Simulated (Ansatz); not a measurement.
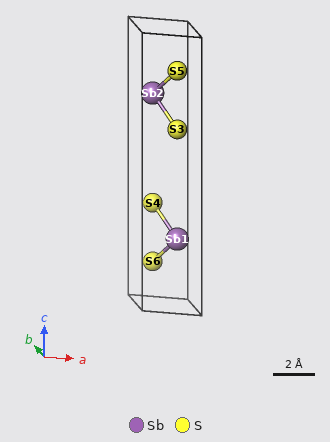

**Figure 1.** The input geometry (ball-and-stick view of the cell of the calculation, seen slightly off an axis; atoms are numbered from 1 in the order of the input). Near neighbours in the crystal (not all of them lie inside the picture): Sb has 6 S at 2.35 Å; S has 3 Sb at 2.35 Å.

**Single-point calculation, with input and output: SbS₂**

The run: single-point calculation of SbS₂ (P6₃/mmc, 6 atoms in the cell). Method and program: DFT PBE, scalar-relativistic, plane waves, PAW, no spin polarisation (Ansatz 0.2.0).

The structure was made by swapping elements on the sites of another compound; it need not be a known phase. It belongs to a series of runs on one base structure; here: Mo -> Sb on all its sites, cell and atoms relaxed. Figures and captions count atoms from 1; the log counts them from 0 in places.

Log:
```
Engine: ansatz 0.2.0, x86_64-unknown-linux-gnu
Pseudopotentials: kind: paw
Pseudopotential: Sb, paw, valence charge 15, recommended cutoff 420 eV (normal), Sb.paw.azcp
Pseudopotential: S, paw, valence charge 6, recommended cutoff 420 eV (normal), S.paw.azcp
Functional definition: PBE
  parameter kappa = 0.804
  parameter beta = 0.06672455060314922
  exchange = pbe_x(kappa = kappa, mu = beta*pi^2/3)
  correlation = pbe_c(beta = beta)
Crystal: 6 atoms, lattice volume = 119.682 Å³
Basis set: ecut = 420 eV, 2329 PW (Γ), exchange–correlation on 48×48×200 points (8 copies of the dense FFT grid, shifted against one another)
Bands: 33, of which v1, the nominal top of the filled ones, is band 27 counted from 1 (26 counted from 0)
Symmetry: 24 space group operations
Space group: P63/mmc (ITA 194), of the structure as read, at distance tolerance 4.9e-5 Å
k-points: 14 of 72
Non-local potential: Sb, projectors of the file, l = 0: 2, l = 1: 2, l = 2: 2, l = 3: 2
Non-local potential: S, projectors of the file, l = 0: 2, l = 1: 2, l = 2: 2
PAW form: soft (Blöchl's): semilocal exchange-correlation on the pseudo side does not see the compensation charge
PAW one-centre angular grid: Sb, 590 points (default); XC on 64 Gauss nodes
PAW one-centre angular grid: S, 110 points (default); XC on 64 Gauss nodes
Initial density: superposition of atomic densities (neutral atoms: chi_scale 0, normalization atom), corrected by the library's trained network
Initial wavefunctions: pseudopotential atomic-orbital guess
Functional: x = pbe(κ = 0.804, μ = 0.2195149727645171), c = pbe(β = 0.06672455060314922)
SCF iter   1: F=—  HF=-16569.425413 eV  |F-HF|=—  |Δ(HF+E_count)|=         —  Δρ=6.23e-3  dr2=3.16e-2  ethr=1.77e-3  ⟨swp⟩=10.1  Hψ=2706  notcnv=0
preconditioner: auto → LDOS  [metal: Δε(μ)=0.054 eV  Ē_g=10.610 eV  σ=0.100 eV  W_gap=0.28  n_scr=28 (ndim 8)  ℏωp=19.8 eV  f_vac=0.169  D(μ)=3.82/eV (n_scr^D=28)  β→1.0]
SCF iter   2: F=—  HF=-16569.420498 eV  |F-HF|=—  |Δ(HF+E_count)|=   4.91e-3  Δρ=2.61e-3  dr2=1.50e-2  ethr=5.86e-5  ⟨swp⟩=2.6  Hψ=1011  notcnv=0  defer=12
SCF iter   3: F=—  HF=-16569.417584 eV  |F-HF|=—  |Δ(HF+E_count)|=   2.91e-3  Δρ=9.43e-4  dr2=1.28e-3  ethr=2.77e-5  ⟨swp⟩=2.4  Hψ=771  notcnv=0  defer=12
SCF iter   4: F=—  HF=-16569.417252 eV  |F-HF|=—  |Δ(HF+E_count)|=   3.33e-4  Δρ=3.21e-4  dr2=1.85e-4  ethr=2.37e-6  ⟨swp⟩=2.7  Hψ=837  notcnv=0  defer=12
SCF iter   5: F=—  HF=-16569.417233 eV  |F-HF|=—  |Δ(HF+E_count)|=   1.84e-5  Δρ=7.81e-5  dr2=1.78e-5  ethr=3.43e-7  ⟨swp⟩=2.4  Hψ=659  notcnv=0  defer=12
SCF iter   6: F=—  HF=-16569.417086 eV  |F-HF|=—  |Δ(HF+E_count)|=   1.47e-4  Δρ=2.02e-5  dr2=6.98e-7  ethr=3.30e-8  ⟨swp⟩=2.0  Hψ=803  notcnv=0  defer=12
SCF iter   7: F=—  HF=-16569.417086 eV  |F-HF|=—  |Δ(HF+E_count)|=  3.64e-10  Δρ=5.45e-6  dr2=1.04e-7  ethr=1.85e-10  ⟨swp⟩=11.6  Hψ=2564  notcnv=0
SCF iter   8: F=-16569.417086 eV  HF=-16569.417086 eV  |F-HF|=1.24e-9  |Δ(HF+E_count)|=   2.26e-9  Δρ=1.05e-6  dr2=7.61e-10  ethr=1.85e-10  ⟨swp⟩=5.0  Hψ=1667  notcnv=0
SCF 1 converged in 8 iterations: F = -16569.417086 eV  dr2 = 7.61e-10
  greatest PAW one-centre occupation: 0.997 electrons in one spin orbital (limit 2), on the Sb atom at site 1 (counted from 0), in its partial waves of l = 2
```

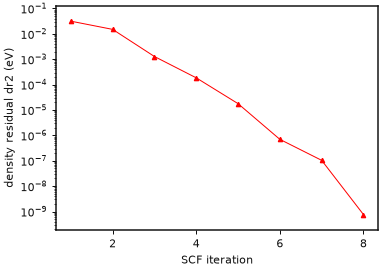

**Figure 2.** Convergence of the self-consistent field: density residual dr2 against the SCF iteration. The residual falls at every step.

```
SCF converged after 8 iterations
Free energy (F): -16569.417086 eV
Harris-Foulkes:  -16569.417086 eV  (|F-HF|=1.24e-9)
Internal energy: -16569.398055 eV  (E = F + TS)
E sigma→0 (E₀):  -16569.407571 eV
Entropy (-TS):   -0.019031 eV (-3.172 meV/atom)
Fermi energy:    10.028038 eV
--- Per-component energies (eV) ---
  E_band       = -328.681754
  E_kinetic    = 889.672399
  E_local      = -6655.137597  (includes V_loc(G=0)·N_el)
  E_nonlocal   = 853.191320
  E_hartree    = 3085.763747
  E_xc         = -682.027315
  E_vxc        = -564.759639  (∫ρ·V_xc dr)
  E_paw        = -11561.713860  (= ΣΔE_a)
  E_vpaw       = -1023.174447  (= ΣTr[D̂ρ^β])
  E_aug_tail   = 0.000003  (compensation charges beyond the density's cutoff)
  E_ewald      = -2499.146754
  E_smearing   = -0.019031  (= −TS)
  E_closure    = 0.000000  (closes the sum)
  Σ components = -16569.417086   (vs F -16569.417086, Δ=0.00e0)
--- Forces (eV/Å), atoms counted from 1 ---
  atom   1  Sb    -0.00000000     0.00000000     0.00000000
  atom   2  Sb    -0.00000000    -0.00000000     0.00000000
  atom   3  S      0.00000000     0.00000000    -6.51353546
  atom   4  S      0.00000000    -0.00000000     6.51353546
  atom   5  S      0.00000000     0.00000000     6.51353546
  atom   6  S     -0.00000000    -0.00000000    -6.51353546
  max |Σ_I F_I| component: 1.55e-16 eV/Å
--- Stress (GPa, compression-positive) ---
       48.778047       0.000000       0.000000
        0.000000      48.778047       0.000000
        0.000000       0.000000      52.953416
  P = ⅓ Tr σ = 50.1698 GPa (501.698 kbar)
--- Band table (eV; the first three rows and the last of 14) ---
  k-point 0: bands = ["-20.6539", "-20.6539", "-20.6539", "-20.6539", "-20.5812", "-20.5811", "-20.5055", "-20.5055", "-20.5055", "-20.5055", "-9.3092", "-9.3047", "-5.9576", "-5.9339", "0.7947", "0.9867", "5.2169", "5.7629", "8.0486", "8.0486", "8.0523", "8.0523", "9.2358", "9.2358", "9.2415", "9.2415", "10.5662", "11.0178", "13.7216", "13.8692", "13.8692", "13.8749", "13.8749"]
  k-point 1: bands = ["-20.6539", "-20.6539", "-20.6539", "-20.6539", "-20.5812", "-20.5812", "-20.5055", "-20.5055", "-20.5055", "-20.5055", "-9.3070", "-9.3070", "-5.9458", "-5.9458", "0.8875", "0.8875", "5.4818", "5.4818", "8.0505", "8.0505", "8.0505", "8.0505", "9.2387", "9.2387", "9.2387", "9.2387", "10.8156", "10.8156", "13.8721", "13.8721", "13.8721", "13.8721", "14.2220"]
  k-point 2: bands = ["-20.6686", "-20.6686", "-20.6064", "-20.6064", "-20.5496", "-20.5495", "-20.5412", "-20.5412", "-20.5129", "-20.5128", "-8.7667", "-8.7621", "-5.4682", "-5.4448", "1.0822", "1.2461", "5.0471", "5.0892", "5.5712", "6.0082", "7.0764", "7.0812", "7.1555", "7.2335", "8.8545", "8.8652", "11.3860", "11.6589", "12.6026", "12.7609", "14.3027", "14.9069", "14.9171"]
  k-point 13: bands = ["-20.6186", "-20.6186", "-20.5978", "-20.5978", "-20.5824", "-20.5824", "-20.5481", "-20.5481", "-20.4586", "-20.4586", "-4.8855", "-4.8855", "-2.7050", "-2.7050", "-1.6417", "-1.6417", "0.9862", "0.9862", "2.6007", "2.6007", "4.2411", "4.2411", "4.7715", "4.7715", "8.0565", "8.0565", "10.1298", "10.1298", "10.3032", "10.3032", "15.4081", "15.4081", "16.6644"]
```

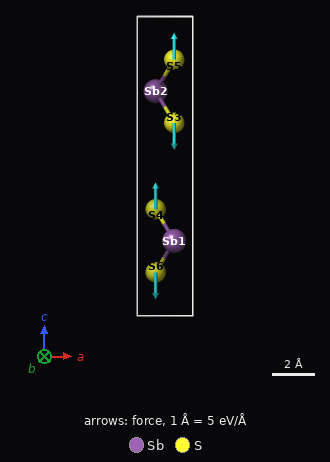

**Figure 3.** Forces on the atoms as teal arrows (ball-and-stick view of the cell of the calculation, along the b axis; atoms are numbered from 1 in the order of the input). The largest act on all 4 S atoms (6.51 eV/Å). The geometry is not a stationary point of this energy.

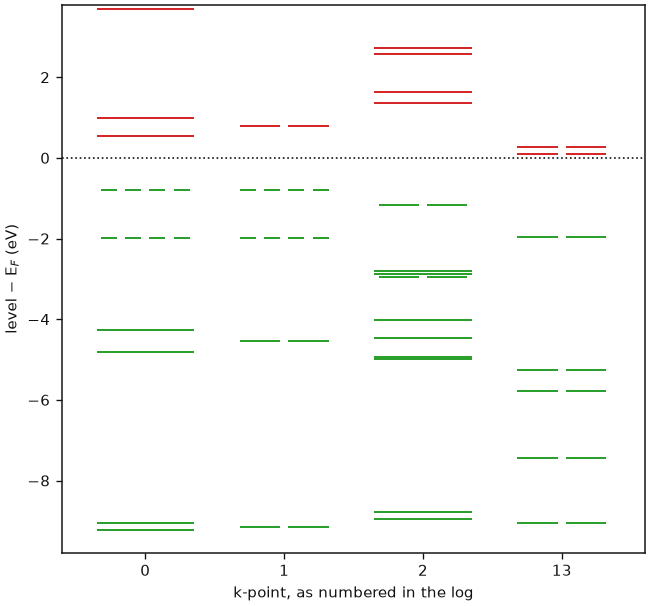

**Figure 4.** Kohn–Sham levels near the Fermi level (dotted) at the few k-points that the log prints; levels within 0.02 eV of each other stand side by side. The system is metallic on the full mesh.

This output came from the following input.

Input:
```yaml
crystal:
  lattice:
    - [3.0977037614, 0.0, 0.0]
    - [-1.5488518807, 2.6826901508, 0.0]
    - [0.0, 0.0, 14.401826252]
  atoms:
    - { symbol: Sb, position: [0.6666666667, 0.3333333333, 0.25] }
    - { symbol: Sb, position: [0.3333333333, 0.6666666667, 0.75] }
    - { symbol: S, position: [0.6666666667, 0.3333333333, 0.6444804121] }
    - { symbol: S, position: [0.3333333333, 0.6666666667, 0.3555195879] }
    - { symbol: S, position: [0.6666666667, 0.3333333333, 0.8555195879] }
    - { symbol: S, position: [0.3333333333, 0.6666666667, 0.1444804121] }
basis:
  ecutwfc: 420
kpoints:
  mp_grid: { grid: [6, 6, 2] }
hamiltonian:
  xc: pbe
scf:
  occupations: { method: gaussian, width: 0.1 }
output:
  forces: true
  stress: true
  eigenvalues: true
```

Run as:
```bash
ansatz run input.yaml --threads 1 --pin off --max-ram 2560MiB --backend cpu --events-out ev --progress --plain --runs-dir out
```

Results in brief:

```csv
quantity,value
outcome,converged
space group (tolerance 0.01 Å),P6₃/mmc (194)
electrons treated,54
free energy,−16569.4171 eV
Fermi energy,10.028 eV
gap on the k-point mesh,none (metallic)
pressure,50.17 GPa
largest force (length of the vector),6.514 eV/Å
hardware,"1 thread of Oxide Virtual Turin-like (Zen 5), 32 GiB of memory available, shared host"
wall time,4 s
peak memory,0.42 GiB
```

The cell is under a pressure of 50 GPa at this level, so it is not at its equilibrium volume.
